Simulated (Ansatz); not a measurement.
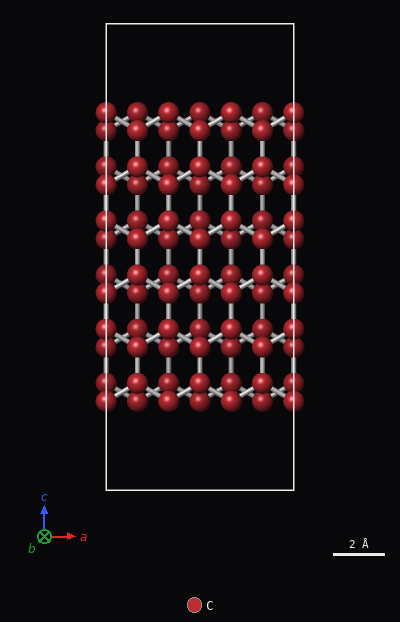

The input geometry (ball-and-stick view of the 3 × 1 repeat of the cell, with the vacuum cut short, along the b axis). An atom can appear more than once, as a periodic image.

**Run report: C, geometry relaxation (part 1 of 3)**

- system: C (slab, 24 atoms in the cell)
- method: DFT PBEsol, scalar-relativistic, plane waves, PAW, no spin polarisation (Ansatz 0.2.0)

The structure derives from a Materials Project entry. It belongs to a series of runs on one base structure; here: (0 1 0) slab, atoms relaxed.

The input:
```yaml
crystal:
  lattice:
    - [2.4591611264, 0.0, 0.0]
    - [0.0, 7.3232149274, 0.0]
    - [0.0, 0.0, 26.3555485703]
  atoms:
    - { symbol: C, position: [0.5, 0.7499995121, 0.2845700586] }
    - { symbol: C, position: [0.0, 0.2500004879, 0.2845700586] }
    - { symbol: C, position: [0.5, 0.2500004879, 0.3114948172] }
    - { symbol: C, position: [0.0, 0.7499995121, 0.3114948172] }
    - { symbol: C, position: [0.0, 0.7499995121, 0.3653570834] }
    - { symbol: C, position: [0.5, 0.2500004879, 0.3653570834] }
    - { symbol: C, position: [0.0, 0.2500004879, 0.392281842] }
    - { symbol: C, position: [0.5, 0.7499995121, 0.392281842] }
    - { symbol: C, position: [0.5, 0.7499995121, 0.4461441083] }
    - { symbol: C, position: [0.0, 0.2500004879, 0.4461441083] }
    - { symbol: C, position: [0.5, 0.2500004879, 0.4730688669] }
    - { symbol: C, position: [0.0, 0.7499995121, 0.4730688669] }
    - { symbol: C, position: [0.0, 0.7499995121, 0.5269311331] }
    - { symbol: C, position: [0.5, 0.2500004879, 0.5269311331] }
    - { symbol: C, position: [0.0, 0.2500004879, 0.5538558917] }
    - { symbol: C, position: [0.5, 0.7499995121, 0.5538558917] }
    - { symbol: C, position: [0.5, 0.7499995121, 0.607718158] }
    - { symbol: C, position: [0.0, 0.2500004879, 0.607718158] }
    - { symbol: C, position: [0.5, 0.2500004879, 0.6346429166] }
    - { symbol: C, position: [0.0, 0.7499995121, 0.6346429166] }
    - { symbol: C, position: [0.0, 0.7499995121, 0.6885051828] }
    - { symbol: C, position: [0.5, 0.2500004879, 0.6885051828] }
    - { symbol: C, position: [0.0, 0.2500004879, 0.7154299414] }
    - { symbol: C, position: [0.5, 0.7499995121, 0.7154299414] }
basis:
  ecutwfc: 420
kpoints:
  mp_grid: { grid: [14, 5, 1] }
hamiltonian:
  xc: pbesol
scf:
  occupations: { method: gaussian, width: 0.1 }
output:
  forces: true
  eigenvalues: true
  write_density: true
  write_potential: true
  elf: true
  volumetric_format: npy
relax:
  adjacent_minimum: "off"
  f_tol: 0.02
  max_steps: 60
efield:
  axis: 3
  dipole_correction: true
  ramp_width: 0.04
```

Machine: 2 threads of Arm Neoverse V2, 24 GiB of memory available, shared host.

Launch command:
```bash
ansatz run input.yaml --threads 2 --pin off --max-ram 5120MiB --backend cpu --events-out ev --progress --plain --runs-dir out
```

The program's output:
```
Warning: the atoms were moved onto the symmetric positions of the space group found under crystal.symmetry.tolerance 1.0e-5 (fractional; no operation is sought that the atoms, as they stand in a round, miss by more than twice it, and no atom is moved by as much as it), and the run uses the moved positions. Before a round's move an operation carried an atom to 7.15e-6 Å from where it should land, the largest such distance. Atom 0 (counting from 0) moved farthest, by 3.57e-6 Å; the longest move in fractions of the cell, of whichever atom, is 0.04 of the tolerance, in 1 round. To run the atoms as typed, lower crystal.symmetry.tolerance until the operations that they miss are no longer found, or set crystal.symmetry.detect: false (a key that needs symmetry detection or time reversal refuses this as the deck is read). The positions used, in the order of the run's atom list: position: [0.5, 0.75, 0.2845700586]; position: [0.0, 0.25, 0.2845700586]; position: [0.5, 0.25, 0.3114948172]; position: [0.0, 0.75, 0.3114948172]; position: [0.0, 0.75, 0.3653570834]; position: [0.5, 0.25, 0.3653570834]; position: [0.0, 0.25, 0.392281842]; position: [0.5, 0.75, 0.392281842]; position: [0.5, 0.75, 0.4461441083]; position: [0.0, 0.25, 0.4461441083]; position: [0.5, 0.25, 0.4730688669]; position: [0.0, 0.75, 0.4730688669]; position: [0.0, 0.75, 0.5269311331]; position: [0.5, 0.25, 0.5269311331]; position: [0.0, 0.25, 0.5538558917]; position: [0.5, 0.75, 0.5538558917]; position: [0.5, 0.75, 0.607718158]; position: [0.0, 0.25, 0.607718158]; position: [0.5, 0.25, 0.6346429166]; position: [0.0, 0.75, 0.6346429166]; position: [0.0, 0.75, 0.6885051828]; position: [0.5, 0.25, 0.6885051828]; position: [0.0, 0.25, 0.7154299414]; position: [0.5, 0.75, 0.7154299414];
Engine: ansatz 0.2.0, aarch64-unknown-linux-gnu
Pseudopotentials: kind: paw
Pseudopotential: C, paw, valence charge 4, recommended cutoff 420 eV (normal), C.paw.azcp
Functional definition: PBEsol
  exchange = pbesol_x
  correlation = pbesol_c
Crystal: 24 atoms, lattice volume = 474.636 Å³
Basis set: ecut = 420 eV, 9225 PW (Γ), exchange–correlation on 36×100×360 points (8 copies of the dense FFT grid, shifted against one another)
Bands: 72, of which v1, the nominal top of the filled ones, is band 48 counted from 1 (47 counted from 0)
Symmetry: 8 space group operations
k-points: 24 of 70
Non-local potential: C, projectors of the file, l = 0: 2, l = 1: 2, l = 2: 1
PAW form: soft (Blöchl's): semilocal exchange-correlation on the pseudo side does not see the compensation charge
PAW frozen core: C, regenerated for the run's functional, and the local potential with it (the file was generated under x = pbe(κ = 0.804, μ = 0.2195149727645171), c = pbe(β = 0.06672455060314922))
PAW one-centre angular grid: C, 110 points (default); XC on 64 Gauss nodes
Initial density: superposition of atomic densities (neutral atoms: chi_scale 0, normalization atom), corrected by the library's trained network
Initial wavefunctions: pseudopotential atomic-orbital guess
Functional: x = pbesol(κ = 0.804, μ = 0.12345679012345678), c = pbesol(β = 0.046)
SCF iter   1: F=—  HF=-5906.744570 eV  |F-HF|=—  |Δ(HF+E_count)|=         —  Δρ=1.52e-2  dr2=7.07e-1  ethr=1.77e-3  p=0.000 e·Å  D=3.87e-14 V/Å  ΔV_dip=-0.00 eV  dr2_dipole=1.76e-5  V_vac-E_F(+/−)=7.58/7.58 eV  ⟨swp⟩=13.0  Hψ=11697  notcnv=0  defer=201
efield: sawtooth ramp at fractional position 0.9800 (placed from the atoms, in the widest stretch of the axis that holds none; the zero of the levels goes with the place), width 0.0400; the density the first Hamiltonian is built on has a dipole p = 0.000 e·Å; the dipole correction subtracts the counter field D = 3.87e-14 V/Å, which shifts the + side's vacuum level by -0.00 eV against the − side's; the planar-averaged density in the ramp window peaks in size at 1.8e-4 e/Å³
preconditioner: auto → LDOS  [metal: Δε(μ)=0.022 eV  Ē_g=14.200 eV  σ=0.100 eV  W_gap=0.12  n_scr=68 (ndim 8)  ℏωp=16.7 eV  f_vac=0.460  D(μ)=13.48/eV (n_scr^D=78)  β→1.0]
SCF iter   2: F=—  HF=-5906.654882 eV  |F-HF|=—  |Δ(HF+E_count)|=   8.97e-2  Δρ=8.68e-3  dr2=7.63e-1  ethr=7.37e-4  p=0.000 e·Å  D=3.75e-6 V/Å  ΔV_dip=-0.00 eV  dr2_dipole=2.09e-5  V_vac-E_F(+/−)=7.13/7.13 eV  ⟨swp⟩=2.3  Hψ=3087  notcnv=0  defer=417
SCF iter   3: F=—  HF=-5906.585660 eV  |F-HF|=—  |Δ(HF+E_count)|=   6.92e-2  Δρ=5.67e-3  dr2=2.68e-1  ethr=7.37e-4  p=0.000 e·Å  D=1.13e-6 V/Å  ΔV_dip=-0.00 eV  dr2_dipole=1.89e-6  V_vac-E_F(+/−)=7.01/7.01 eV  ⟨swp⟩=2.9  Hψ=2312  notcnv=0  defer=417
SCF iter   4: F=—  HF=-5906.573424 eV  |F-HF|=—  |Δ(HF+E_count)|=   1.22e-2  Δρ=3.37e-3  dr2=1.31e-1  ethr=2.80e-4  p=-0.000 e·Å  D=-3.08e-6 V/Å  ΔV_dip=0.00 eV  dr2_dipole=1.63e-6  V_vac-E_F(+/−)=6.75/6.75 eV  ⟨swp⟩=2.5  Hψ=1891  notcnv=0  defer=417
SCF iter   5: F=—  HF=-5906.559690 eV  |F-HF|=—  |Δ(HF+E_count)|=   1.37e-2  Δρ=1.55e-3  dr2=2.87e-2  ethr=1.36e-4  p=-0.000 e·Å  D=-1.86e-6 V/Å  ΔV_dip=0.00 eV  dr2_dipole=1.57e-6  V_vac-E_F(+/−)=6.63/6.63 eV  ⟨swp⟩=2.2  Hψ=2286  notcnv=0  defer=377
SCF iter   6: F=—  HF=-5906.555938 eV  |F-HF|=—  |Δ(HF+E_count)|=   3.75e-3  Δρ=6.88e-4  dr2=7.05e-3  ethr=2.99e-5  p=-0.000 e·Å  D=-4.22e-7 V/Å  ΔV_dip=0.00 eV  dr2_dipole=1.39e-7  V_vac-E_F(+/−)=6.63/6.63 eV  ⟨swp⟩=2.4  Hψ=2605  notcnv=0  defer=371
SCF iter   7: F=—  HF=-5906.554737 eV  |F-HF|=—  |Δ(HF+E_count)|=   1.20e-3  Δρ=2.38e-4  dr2=6.75e-4  ethr=7.34e-6  p=0.000 e·Å  D=3.24e-7 V/Å  ΔV_dip=-0.00 eV  dr2_dipole=1.69e-8  V_vac-E_F(+/−)=6.70/6.70 eV  ⟨swp⟩=2.7  Hψ=2244  notcnv=0  defer=370
SCF iter   8: F=—  HF=-5906.554720 eV  |F-HF|=—  |Δ(HF+E_count)|=   1.72e-5  Δρ=9.65e-5  dr2=7.01e-5  ethr=7.03e-7  p=-0.000 e·Å  D=-2.89e-7 V/Å  ΔV_dip=0.00 eV  dr2_dipole=9.41e-8  V_vac-E_F(+/−)=6.73/6.73 eV  ⟨swp⟩=2.5  Hψ=2352  notcnv=0  defer=370
SCF iter   9: F=—  HF=-5906.554732 eV  |F-HF|=—  |Δ(HF+E_count)|=   1.19e-5  Δρ=4.30e-5  dr2=1.03e-5  ethr=7.30e-8  p=-0.000 e·Å  D=-6.71e-7 V/Å  ΔV_dip=0.00 eV  dr2_dipole=1.50e-7  V_vac-E_F(+/−)=6.75/6.75 eV  ⟨swp⟩=2.4  Hψ=2418  notcnv=0  defer=370
SCF iter  10: F=-5906.554732 eV  HF=-5906.554735 eV  |F-HF|=2.60e-6  |Δ(HF+E_count)|=   3.22e-6  Δρ=3.26e-5  dr2=5.23e-6  ethr=1.04e-8  p=-0.000 e·Å  D=-1.58e-7 V/Å  ΔV_dip=0.00 eV  dr2_dipole=1.78e-7  V_vac-E_F(+/−)=6.75/6.75 eV  ⟨swp⟩=39.9  Hψ=21166  notcnv=0
SCF 1 converged in 10 iterations: F = -5906.554732 eV  dr2 = 5.23e-6
  Residual-converged pass: ⟨swp⟩=1.0  Hψ=1824  notcnv=0  max |occ|·‖R‖ = 7.0e-9 eV (tolerance 1.0e-8 eV)  dr2=5.23e-6  dr2_onsite=7.86e-8  max |Δocc| = 2.1e-10
  greatest PAW one-centre occupation: 0.696 electrons in one spin orbital (limit 2), on the C atom at site 23 (counted from 0), in its partial waves of l = 0
relax step   1: F+E_penalty+E_count = -5906.55473242 eV  Δ(F+E_penalty+E_count) = +0.000e0 eV  max|allowed force component| = 2.863e0 eV/Å  Δτ_max = 0.0000 Å  (10 SCF iters, dr2 threshold 1.00e-5 eV, accepted)
Initial density: handed on by an earlier stage of this run
Initial wavefunctions: those handed on with the density
iter 1 solved again at ethr=5.35e-5 eV; its pass at ethr=3.10e-3 eV (dr2=5.14e-2 eV) is discarded
SCF iter   1: F=—  HF=-5906.820851 eV  |F-HF|=—  |Δ(HF+E_count)|=         —  Δρ=2.95e-3  dr2=5.07e-2  ethr=5.35e-5  p=-0.000 e·Å  D=-1.58e-7 V/Å  ΔV_dip=0.00 eV  dr2_dipole=3.71e-7  V_vac-E_F(+/−)=6.66/6.66 eV  ⟨swp⟩=2.0  Hψ=4938  notcnv=0  defer=403
efield: sawtooth ramp at fractional position 0.9800 (handed on by an earlier solve), width 0.0400; the density the first Hamiltonian is built on has a dipole p = -0.000 e·Å; the dipole correction subtracts the counter field D = -1.58e-7 V/Å, which shifts the + side's vacuum level by +0.00 eV against the − side's; the planar-averaged density in the ramp window peaks in size at 3.2e-7 e/Å³
preconditioner: auto → LDOS  [metal: Δε(μ)=0.027 eV  Ē_g=14.208 eV  σ=0.100 eV  W_gap=0.15  n_scr=68 (ndim 8)  ℏωp=16.7 eV  f_vac=0.466  D(μ)=13.19/eV (n_scr^D=78)  β→1.0]
SCF iter   2: F=—  HF=-5906.809869 eV  |F-HF|=—  |Δ(HF+E_count)|=   1.10e-2  Δρ=1.68e-3  dr2=1.42e-2  ethr=5.28e-5  p=-0.000 e·Å  D=-1.10e-6 V/Å  ΔV_dip=0.00 eV  dr2_dipole=3.43e-7  V_vac-E_F(+/−)=6.61/6.61 eV  ⟨swp⟩=2.2  Hψ=2252  notcnv=0  defer=403
SCF iter   3: F=—  HF=-5906.809695 eV  |F-HF|=—  |Δ(HF+E_count)|=   1.74e-4  Δρ=1.02e-3  dr2=1.04e-2  ethr=1.48e-5  p=-0.000 e·Å  D=-4.31e-7 V/Å  ΔV_dip=0.00 eV  dr2_dipole=5.22e-7  V_vac-E_F(+/−)=6.60/6.60 eV  ⟨swp⟩=2.2  Hψ=2384  notcnv=0  defer=403
SCF iter   4: F=—  HF=-5906.808676 eV  |F-HF|=—  |Δ(HF+E_count)|=   1.02e-3  Δρ=4.38e-4  dr2=2.55e-3  ethr=1.08e-5  p=-0.000 e·Å  D=-1.35e-6 V/Å  ΔV_dip=0.00 eV  dr2_dipole=8.65e-7  V_vac-E_F(+/−)=6.57/6.57 eV  ⟨swp⟩=1.6  Hψ=1412  notcnv=0  defer=403
SCF iter   5: F=—  HF=-5906.808454 eV  |F-HF|=—  |Δ(HF+E_count)|=   2.22e-4  Δρ=2.36e-4  dr2=4.61e-4  ethr=2.66e-6  p=0.000 e·Å  D=4.38e-8 V/Å  ΔV_dip=-0.00 eV  dr2_dipole=3.71e-6  V_vac-E_F(+/−)=6.56/6.56 eV  ⟨swp⟩=2.4  Hψ=2055  notcnv=0  defer=403
SCF iter   6: F=—  HF=-5906.808421 eV  |F-HF|=—  |Δ(HF+E_count)|=   3.30e-5  Δρ=1.51e-4  dr2=1.97e-4  ethr=4.80e-7  p=-0.000 e·Å  D=-1.91e-6 V/Å  ΔV_dip=0.00 eV  dr2_dipole=2.97e-6  V_vac-E_F(+/−)=6.57/6.57 eV  ⟨swp⟩=2.0  Hψ=2216  notcnv=0  defer=403
SCF iter   7: F=-5906.808391 eV  HF=-5906.808405 eV  |F-HF|=1.41e-5  |Δ(HF+E_count)|=   1.60e-5  Δρ=5.75e-5  dr2=3.09e-5  ethr=1.04e-7  p=-0.000 e·Å  D=-5.12e-7 V/Å  ΔV_dip=0.00 eV  dr2_dipole=4.04e-7  V_vac-E_F(+/−)=6.57/6.57 eV  ⟨swp⟩=25.8  Hψ=19477  notcnv=0
SCF 2 converged in 7 iterations: F = -5906.808391 eV  dr2 = 3.09e-5
  greatest PAW one-centre occupation: 0.700 electrons in one spin orbital (limit 2), on the C atom at site 23 (counted from 0), in its partial waves of l = 0
relax step   2: F+E_penalty+E_count = -5906.80839058 eV  Δ(F+E_penalty+E_count) = -2.537e-1 eV  max|allowed force component| = 1.721e0 eV/Å  Δτ_max = 0.0182 Å  (7 SCF iters, dr2 threshold 1.00e-4 eV, accepted)
SCF iter   1: F=—  HF=-5906.992295 eV  |F-HF|=—  |Δ(HF+E_count)|=         —  Δρ=4.48e-3  dr2=9.38e-2  ethr=1.07e-3  p=-0.000 e·Å  D=-5.12e-7 V/Å  ΔV_dip=0.00 eV  dr2_dipole=1.04e-6  V_vac-E_F(+/−)=6.45/6.45 eV  ⟨swp⟩=2.5  Hψ=3203  notcnv=0  defer=407
efield: sawtooth ramp at fractional position 0.9800 (handed on by an earlier solve), width 0.0400; the density the first Hamiltonian is built on has a dipole p = -0.000 e·Å; the dipole correction subtracts the counter field D = -5.12e-7 V/Å, which shifts the + side's vacuum level by +0.00 eV against the − side's; the planar-averaged density in the ramp window peaks in size at 9.5e-7 e/Å³
preconditioner: auto → LDOS  [metal: Δε(μ)=0.009 eV  Ē_g=14.234 eV  σ=0.100 eV  W_gap=0.05  n_scr=68 (ndim 8)  ℏωp=16.7 eV  f_vac=0.468  D(μ)=11.15/eV (n_scr^D=64)  β→1.0]
SCF iter   2: F=—  HF=-5906.968473 eV  |F-HF|=—  |Δ(HF+E_count)|=   2.38e-2  Δρ=2.36e-3  dr2=2.80e-2  ethr=9.77e-5  p=-0.000 e·Å  D=-3.89e-6 V/Å  ΔV_dip=0.00 eV  dr2_dipole=6.33e-7  V_vac-E_F(+/−)=6.37/6.37 eV  ⟨swp⟩=2.0  Hψ=2908  notcnv=0  defer=378
SCF iter   3: F=—  HF=-5906.966509 eV  |F-HF|=—  |Δ(HF+E_count)|=   1.96e-3  Δρ=1.31e-3  dr2=1.58e-2  ethr=2.91e-5  p=-0.000 e·Å  D=-2.96e-6 V/Å  ΔV_dip=0.00 eV  dr2_dipole=6.32e-7  V_vac-E_F(+/−)=6.36/6.36 eV  ⟨swp⟩=2.1  Hψ=2307  notcnv=0  defer=378
SCF iter   4: F=—  HF=-5906.965687 eV  |F-HF|=—  |Δ(HF+E_count)|=   8.22e-4  Δρ=8.81e-4  dr2=6.60e-3  ethr=1.65e-5  p=-0.000 e·Å  D=-4.33e-6 V/Å  ΔV_dip=0.00 eV  dr2_dipole=2.09e-6  V_vac-E_F(+/−)=6.33/6.33 eV  ⟨swp⟩=1.0  Hψ=1346  notcnv=0  defer=378
SCF iter   5: F=—  HF=-5906.964797 eV  |F-HF|=—  |Δ(HF+E_count)|=   8.90e-4  Δρ=3.20e-4  dr2=9.42e-4  ethr=6.87e-6  p=-0.000 e·Å  D=-2.32e-6 V/Å  ΔV_dip=0.00 eV  dr2_dipole=5.18e-6  V_vac-E_F(+/−)=6.30/6.30 eV  ⟨swp⟩=2.5  Hψ=2354  notcnv=0  defer=378
SCF iter   6: F=—  HF=-5906.964705 eV  |F-HF|=—  |Δ(HF+E_count)|=   9.24e-5  Δρ=1.17e-4  dr2=1.62e-4  ethr=9.81e-7  p=-0.000 e·Å  D=-4.22e-6 V/Å  ΔV_dip=0.00 eV  dr2_dipole=1.07e-6  V_vac-E_F(+/−)=6.30/6.30 eV  ⟨swp⟩=2.2  Hψ=2284  notcnv=0  defer=378
SCF iter   7: F=-5906.964688 eV  HF=-5906.964702 eV  |F-HF|=1.43e-5  |Δ(HF+E_count)|=   2.43e-6  Δρ=4.93e-5  dr2=3.14e-5  ethr=1.04e-7  p=-0.000 e·Å  D=-3.18e-6 V/Å  ΔV_dip=0.00 eV  dr2_dipole=3.81e-7  V_vac-E_F(+/−)=6.31/6.31 eV  ⟨swp⟩=26.9  Hψ=19006  notcnv=0
the search or the solves at the SCF's close seem to have found levels that the self-consistency loop had missed (the run counts 1). By its estimate they hold under 1e-12 electrons; where the run keeps them, the occupations were computed again with them
SCF 3 converged in 7 iterations: F = -5906.964688 eV  dr2 = 3.14e-5
  greatest PAW one-centre occupation: 0.704 electrons in one spin orbital (limit 2), on the C atom at site 23 (counted from 0), in its partial waves of l = 0
```
